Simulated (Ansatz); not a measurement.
CdS: geometry relaxation (part 3 of 3)

Continued. System: CdS (slab, 16 atoms in the cell). Method: DFT PBE+D3(BJ), scalar-relativistic, plane waves, PAW, no spin polarisation (Ansatz 0.2.0); cutoff 420 eV, 2×3×1 k-mesh, Gaussian smearing of 0.05 eV. The structure derives from an entry of the Crystallography Open Database. The input holds or restrains some coordinates. Forces given for the steps count only the free coordinates. It belongs to a series of runs on one base structure; here: clean slab, lower planes held.

Geometry of the input (Å; fractional positions):
```
8.2751  0.0000  0.0000
0.0000  5.8514  0.0000
0.0000  0.0000  22.2063
Cd 0.2500  0.5000  0.3603
Cd 0.7500  0.5000  0.3603
S  0.5000  0.2500  0.3603
S  0.0000  0.2500  0.3603
Cd 0.5000  0.0000  0.4534
Cd 0.0000  0.0000  0.4534
S  0.7500  0.7500  0.4534
S  0.2500  0.7500  0.4534
Cd 0.7500  0.5000  0.5466
Cd 0.2500  0.5000  0.5466
S  0.0000  0.2500  0.5466
S  0.5000  0.2500  0.5466
Cd 0.0000  0.0000  0.6397
Cd 0.5000  0.0000  0.6397
S  0.2500  0.7500  0.6397
S  0.7500  0.7500  0.6397
```

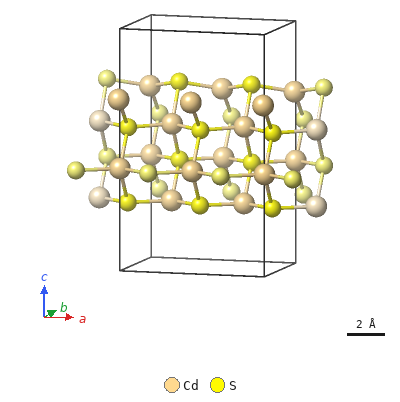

The geometry at step 3 of the log (ball-and-stick view of the cell of the calculation, with the vacuum cut short, seen slightly off an axis; neighbours outside the cell are drawn fainter).

Log, continued
```
  k-point 0: bands = ["-102.5183", "-102.5183", "-102.4245", "-102.4244", "-102.2941", "-102.2941", "-102.2431", "-102.2430", "-63.6728", "-63.6728", "-63.5929", "-63.5929", "-63.5521", "-63.5521", "-63.5369", "-63.5365", "-63.4537", "-63.4537", "-63.4338", "-63.4334", "-63.3778", "-63.3775", "-63.3717", "-63.3717", "-63.3478", "-63.3478", "-63.3246", "-63.3246", "-63.3154", "-63.3151", "-63.3050", "-63.3050", "-13.1888", "-12.8977", "-12.8963", "-12.8433", "-12.5119", "-12.3965", "-12.2480", "-12.1349", "-8.7576", "-8.7042", "-8.6831", "-8.6447", "-8.6041", "-8.5986", "-8.5974", "-8.5601", "-8.5465", "-8.5277", "-8.5159", "-8.5156", "-8.5064", "-8.5003", "-8.4717", "-8.4354", "-8.4234", "-8.4102", "-8.4081", "-8.3951", "-8.3606", "-8.3534", "-8.3503", "-8.3228", "-8.3082", "-8.3009", "-8.2774", "-8.2453", "-8.2355", "-8.2087", "-8.1809", "-8.1791", "-8.1536", "-8.1384", "-7.9931", "-7.9636", "-7.9195", "-7.8865", "-7.8566", "-7.7736", "-4.7035", "-4.6240", "-4.5776", "-4.4204", "-4.2646", "-4.1926", "-3.7011", "-3.1471", "-3.0262", "-2.8606", "-2.6997", "-2.5987", "-2.5680", "-2.4558", "-2.3404", "-2.2794", "-2.2229", "-1.9372", "-1.8092", "-1.4035", "-1.3483", "-1.1993", "-1.1796", "-0.9851", "0.3429", "1.5046", "1.7317", "2.2260", "2.7679", "2.9181", "3.0839", "3.2961", "3.4440", "3.5038", "3.5504", "3.8747", "3.9582", "4.0932", "4.3959", "4.5887", "5.1206", "5.3413", "5.4128", "5.4177", "5.7171"]
  k-point 1: bands = ["-102.5183", "-102.5183", "-102.4245", "-102.4244", "-102.2941", "-102.2941", "-102.2431", "-102.2430", "-63.6728", "-63.6728", "-63.5929", "-63.5929", "-63.5521", "-63.5521", "-63.5369", "-63.5366", "-63.4537", "-63.4537", "-63.4338", "-63.4334", "-63.3778", "-63.3775", "-63.3717", "-63.3717", "-63.3478", "-63.3478", "-63.3246", "-63.3246", "-63.3154", "-63.3151", "-63.3050", "-63.3050", "-13.0926", "-12.9328", "-12.8954", "-12.8426", "-12.5452", "-12.3961", "-12.2613", "-12.1352", "-8.7079", "-8.6704", "-8.6646", "-8.6274", "-8.6170", "-8.6140", "-8.5940", "-8.5657", "-8.5606", "-8.5546", "-8.5350", "-8.5208", "-8.5171", "-8.4973", "-8.4875", "-8.4601", "-8.4490", "-8.4209", "-8.4066", "-8.3874", "-8.3643", "-8.3566", "-8.3433", "-8.3291", "-8.3087", "-8.3080", "-8.2330", "-8.2322", "-8.1938", "-8.1826", "-8.1802", "-8.1728", "-8.1534", "-8.1463", "-7.9950", "-7.9463", "-7.9313", "-7.8690", "-7.7589", "-7.7481", "-5.0937", "-4.8830", "-4.8291", "-4.5399", "-4.5071", "-4.5004", "-3.6877", "-3.0084", "-2.9124", "-2.9024", "-2.7268", "-2.5249", "-2.2482", "-2.2299", "-2.1386", "-1.9822", "-1.9221", "-1.8009", "-1.7538", "-1.4620", "-1.4148", "-1.3609", "-1.3174", "-1.2164", "1.1197", "1.4490", "1.7860", "2.3318", "2.4726", "2.8905", "3.2054", "3.2139", "3.2787", "3.5312", "3.7152", "4.2226", "4.3826", "4.8040", "4.8089", "5.0782", "5.1792", "5.5011", "5.6167", "5.8083", "5.8699"]
  k-point 2: bands = ["-102.5183", "-102.5183", "-102.4245", "-102.4245", "-102.2941", "-102.2941", "-102.2430", "-102.2430", "-63.6728", "-63.6728", "-63.5929", "-63.5929", "-63.5521", "-63.5521", "-63.5367", "-63.5367", "-63.4537", "-63.4537", "-63.4336", "-63.4336", "-63.3777", "-63.3777", "-63.3717", "-63.3717", "-63.3478", "-63.3478", "-63.3246", "-63.3246", "-63.3152", "-63.3152", "-63.3050", "-63.3050", "-13.0635", "-13.0635", "-12.8493", "-12.8493", "-12.4553", "-12.4553", "-12.1915", "-12.1915", "-8.6798", "-8.6798", "-8.6346", "-8.6346", "-8.6107", "-8.6107", "-8.5913", "-8.5913", "-8.5194", "-8.5194", "-8.4923", "-8.4923", "-8.4889", "-8.4889", "-8.4733", "-8.4733", "-8.4626", "-8.4626", "-8.4410", "-8.4410", "-8.3948", "-8.3948", "-8.3793", "-8.3793", "-8.3079", "-8.3079", "-8.2683", "-8.2683", "-8.2190", "-8.2190", "-8.1959", "-8.1959", "-8.1551", "-8.1551", "-8.1196", "-8.1196", "-7.8353", "-7.8353", "-7.6790", "-7.6790", "-4.7258", "-4.7258", "-4.2852", "-4.2852", "-3.7521", "-3.7521", "-3.3107", "-3.3107", "-3.0064", "-3.0064", "-2.8050", "-2.8050", "-2.7491", "-2.7491", "-2.4618", "-2.4618", "-2.0258", "-2.0258", "-1.9508", "-1.9508", "-1.5836", "-1.5836", "-1.2717", "-1.2717", "1.2366", "1.2366", "2.1887", "2.1887", "2.8332", "2.8332", "3.4506", "3.4506", "3.9001", "3.9001", "4.0819", "4.0819", "4.4014", "4.4014", "4.5732", "4.5732", "4.8325", "4.8325", "5.1896", "5.1896", "5.6761"]
  k-point 3: bands = ["-102.5183", "-102.5183", "-102.4245", "-102.4245", "-102.2941", "-102.2941", "-102.2430", "-102.2430", "-63.6728", "-63.6728", "-63.5929", "-63.5929", "-63.5521", "-63.5521", "-63.5367", "-63.5367", "-63.4537", "-63.4537", "-63.4336", "-63.4336", "-63.3777", "-63.3777", "-63.3717", "-63.3717", "-63.3478", "-63.3478", "-63.3246", "-63.3246", "-63.3152", "-63.3152", "-63.3050", "-63.3050", "-13.0000", "-13.0000", "-12.8819", "-12.8819", "-12.4705", "-12.4705", "-12.1977", "-12.1977", "-8.6625", "-8.6625", "-8.6462", "-8.6462", "-8.6094", "-8.6094", "-8.5819", "-8.5819", "-8.5373", "-8.5373", "-8.5188", "-8.5188", "-8.4963", "-8.4963", "-8.4901", "-8.4901", "-8.4345", "-8.4345", "-8.4086", "-8.4086", "-8.3845", "-8.3845", "-8.3310", "-8.3310", "-8.2936", "-8.2936", "-8.2468", "-8.2468", "-8.2175", "-8.2175", "-8.1898", "-8.1898", "-8.1633", "-8.1633", "-8.0456", "-8.0456", "-7.8619", "-7.8619", "-7.8130", "-7.8130", "-4.7609", "-4.7609", "-4.4836", "-4.4836", "-3.9852", "-3.9852", "-3.6980", "-3.6980", "-2.9843", "-2.9843", "-2.7990", "-2.7990", "-2.4255", "-2.4255", "-2.1912", "-2.1912", "-2.0221", "-2.0221", "-1.8409", "-1.8409", "-1.5039", "-1.5039", "-1.2460", "-1.2460", "1.3798", "1.3798", "2.4932", "2.4932", "3.0492", "3.0492", "3.3517", "3.3517", "3.7010", "3.7010", "4.4779", "4.4779", "4.8870", "4.8870", "4.9639", "4.9639", "5.1833", "5.1833", "5.4497", "5.4497", "5.5270"]
--- Relaxed structure (5 steps of the walk, 5 accepted, 0 SCFs on fresh bases) ---
  F+E_penalty+E_count = -73263.20706239 eV   max|allowed force component| = 1.286e-2 eV/Å
  atoms:
    - { symbol: Cd, position: [0.25, 0.49999999999999994, 0.36025794059999994] }
    - { symbol: Cd, position: [0.75, 0.49999999999999994, 0.36025794059999994] }
    - { symbol: S, position: [0.5, 0.24999999999999997, 0.36025794059999994] }
    - { symbol: S, position: [0.0, 0.24999999999999997, 0.36025794059999994] }
    - { symbol: Cd, position: [0.5, 0.0, 0.4534193135] }
    - { symbol: Cd, position: [0.0, 0.0, 0.4534193135] }
    - { symbol: S, position: [0.75, 0.75, 0.4534193135] }
    - { symbol: S, position: [0.25, 0.75, 0.4534193135] }
    - { symbol: Cd, position: [0.75, 0.5047844487040366, 0.5505435479621981] }
    - { symbol: Cd, position: [0.25, 0.5047844487040366, 0.5505435479621981] }
    - { symbol: S, position: [0.0, 0.2535579374964047, 0.5469326110425562] }
    - { symbol: S, position: [0.5, 0.2535579374964047, 0.5469326110425562] }
    - { symbol: Cd, position: [0.0, -0.06347595740369354, 0.6212771965235739] }
    - { symbol: Cd, position: [0.5, -0.06347595740369354, 0.6212771965235739] }
    - { symbol: S, position: [0.25, 0.7294469476889504, 0.6477419093414606] }
    - { symbol: S, position: [0.75, 0.7294469476889504, 0.6477419093414606] }
```

Trajectory as extended XYZ (Å, eV, eV/Å), 5 frames, from step=1 to step=5
```
16
Lattice="8.2751 0.0000 0.0000 0.0000 5.8514 0.0000 0.0000 0.0000 22.2063" Properties=species:S:1:pos:R:3:forces:R:3 step=1 energy=-73262.51253
Cd    2.0688    2.9257    8.0000    0.0000  -0.8264   0.8041
Cd    6.2063    2.9257    8.0000    0.0000  -0.8264   0.8041
S     4.1375    1.4628    8.0000    0.0000   0.4529  -0.6282
S     0.0000    1.4628    8.0000    0.0000   0.4529  -0.6282
Cd    4.1375    0.0000   10.0688    0.0000   0.1286  -0.0966
Cd    0.0000    0.0000   10.0688    0.0000   0.1286  -0.0966
S     6.2063    4.3885   10.0688    0.0000   0.2448  -0.3203
S     2.0688    4.3885   10.0688    0.0000   0.2448  -0.3203
Cd    6.2063    2.9257   12.1375    0.0000   0.1286   0.0964
Cd    2.0688    2.9257   12.1375    0.0000   0.1286   0.0964
S     0.0000    1.4628   12.1375    0.0000   0.2448   0.3206
S     4.1375    1.4628   12.1375    0.0000   0.2448   0.3206
Cd    0.0000    0.0000   14.2063    0.0000  -0.8263  -0.8042
Cd    4.1375    0.0000   14.2063    0.0000  -0.8263  -0.8042
S     2.0688    4.3885   14.2063    0.0000   0.4529   0.6283
S     6.2063    4.3885   14.2063    0.0000   0.4529   0.6283
16
Lattice="8.2751 0.0000 0.0000 0.0000 5.8514 0.0000 0.0000 0.0000 22.2063" Properties=species:S:1:pos:R:3:forces:R:3 step=2 energy=-73262.98023
Cd    2.0688    2.9257    8.0000    0.0000  -0.8560   0.7988
Cd    6.2063    2.9257    8.0000    0.0000  -0.8560   0.7988
S     4.1375    1.4628    8.0000    0.0000   0.4712  -0.6433
S     0.0000    1.4628    8.0000    0.0000   0.4712  -0.6433
Cd    4.1375    0.0000   10.0688    0.0000   0.2727   0.0016
Cd    0.0000    0.0000   10.0688    0.0000   0.2727   0.0016
S     6.2063    4.3885   10.0688    0.0000   0.2666  -0.2199
S     2.0688    4.3885   10.0688    0.0000   0.2666  -0.2199
Cd    6.2063    2.9747   12.1811    0.0000   0.0831   0.1883
Cd    2.0688    2.9747   12.1811    0.0000   0.0831   0.1883
S     0.0000    1.5091   12.1498    0.0000   0.0211   0.1168
S     4.1375    1.5091   12.1498    0.0000   0.0211   0.1168
Cd    0.0000   -0.1298   14.0611    0.0000  -0.3366  -0.4990
Cd    4.1375   -0.1298   14.0611    0.0000  -0.3366  -0.4990
S     2.0688    4.3759   14.3149    0.0000   0.0782   0.2563
S     6.2063    4.3759   14.3149    0.0000   0.0782   0.2563
16
Lattice="8.2751 0.0000 0.0000 0.0000 5.8514 0.0000 0.0000 0.0000 22.2063" Properties=species:S:1:pos:R:3:forces:R:3 step=3 energy=-73263.17071
Cd    2.0688    2.9257    8.0000    0.0000  -0.8725   0.7986
Cd    6.2063    2.9257    8.0000    0.0000  -0.8725   0.7986
S     4.1375    1.4628    8.0000    0.0000   0.4804  -0.6558
S     0.0000    1.4628    8.0000    0.0000   0.4804  -0.6558
Cd    4.1375    0.0000   10.0688    0.0000   0.3097  -0.0316
Cd    0.0000    0.0000   10.0688    0.0000   0.3097  -0.0316
S     6.2063    4.3885   10.0688    0.0000   0.2115  -0.0864
S     2.0688    4.3885   10.0688    0.0000   0.2115  -0.0864
Cd    6.2063    2.9914   12.2253    0.0000   0.0038   0.0815
Cd    2.0688    2.9914   12.2253    0.0000   0.0038   0.0815
S     0.0000    1.5184   12.1463    0.0000  -0.0320   0.0162
S     4.1375    1.5184   12.1463    0.0000  -0.0320   0.0162
Cd    0.0000   -0.2495   13.9074    0.0000  -0.1085  -0.1996
Cd    4.1375   -0.2495   13.9074    0.0000  -0.1085  -0.1996
S     2.0688    4.3360   14.3764    0.0000   0.0077   0.0769
S     6.2063    4.3360   14.3764    0.0000   0.0077   0.0769
16
Lattice="8.2751 0.0000 0.0000 0.0000 5.8514 0.0000 0.0000 0.0000 22.2063" Properties=species:S:1:pos:R:3:forces:R:3 step=4 energy=-73263.20649
Cd    2.0688    2.9257    8.0000    0.0000  -0.8739   0.7984
Cd    6.2063    2.9257    8.0000    0.0000  -0.8739   0.7984
S     4.1375    1.4628    8.0000    0.0000   0.4780  -0.6622
S     0.0000    1.4628    8.0000    0.0000   0.4780  -0.6622
Cd    4.1375    0.0000   10.0688    0.0000   0.2631  -0.1430
Cd    0.0000    0.0000   10.0688    0.0000   0.2631  -0.1430
S     6.2063    4.3885   10.0688    0.0000   0.1263  -0.0117
S     2.0688    4.3885   10.0688    0.0000   0.1263  -0.0117
Cd    6.2063    2.9577   12.2311    0.0000  -0.0198  -0.0259
Cd    2.0688    2.9577   12.2311    0.0000  -0.0198  -0.0259
S     0.0000    1.4863   12.1373    0.0000   0.0145   0.0303
S     4.1375    1.4863   12.1373    0.0000   0.0145   0.0303
Cd    0.0000   -0.3645   13.7936    0.0000  -0.0251   0.0106
Cd    4.1375   -0.3645   13.7936    0.0000  -0.0251   0.0106
S     2.0688    4.2708   14.3852    0.0000   0.0369   0.0036
S     6.2063    4.2708   14.3852    0.0000   0.0369   0.0036
16
Lattice="8.2751 0.0000 0.0000 0.0000 5.8514 0.0000 0.0000 0.0000 22.2063" Properties=species:S:1:pos:R:3:forces:R:3 step=5 energy=-73263.20706
Cd    2.0688    2.9257    8.0000    0.0000  -0.8722   0.7983
Cd    6.2063    2.9257    8.0000    0.0000  -0.8722   0.7983
S     4.1375    1.4628    8.0000    0.0000   0.4764  -0.6589
S     0.0000    1.4628    8.0000    0.0000   0.4764  -0.6589
Cd    4.1375    0.0000   10.0688    0.0000   0.2772  -0.1204
Cd    0.0000    0.0000   10.0688    0.0000   0.2772  -0.1204
S     6.2063    4.3885   10.0688    0.0000   0.1271  -0.0193
S     2.0688    4.3885   10.0688    0.0000   0.1271  -0.0193
Cd    6.2063    2.9537   12.2255    0.0000  -0.0104   0.0021
Cd    2.0688    2.9537   12.2255    0.0000  -0.0104   0.0021
S     0.0000    1.4837   12.1454    0.0000   0.0031  -0.0090
S     4.1375    1.4837   12.1454    0.0000   0.0031  -0.0090
Cd    0.0000   -0.3714   13.7963    0.0000  -0.0129   0.0094
Cd    4.1375   -0.3714   13.7963    0.0000  -0.0129   0.0094
S     2.0688    4.2683   14.3840    0.0000   0.0117  -0.0023
S     6.2063    4.2683   14.3840    0.0000   0.0117  -0.0023
```

Summary

- outcome: converged under the restraints of the input
- electrons treated: 208
- free energy: −73263.2071 eV
- work function, top face: 5.24 eV
- work function, bottom face: 4.61 eV
- Fermi energy: −0.321 eV
- gap on the k-point mesh: 1.33 eV
- final volume: 1075.24 Å³
- work function (upper face): 5.24 eV
- largest force (length of the vector) at the end, held atoms and coordinates included: 1.182 eV/Å
- hardware: 4 threads of Intel Xeon @ 2.50GHz (Skylake/Cascade Lake), 16 GiB of memory available, shared host
- wall time: 71 s (CPU time 3.8 min)
- peak memory: 2.2 GiB

The program warns: the exchange-correlation potential is rough where the density is thin.
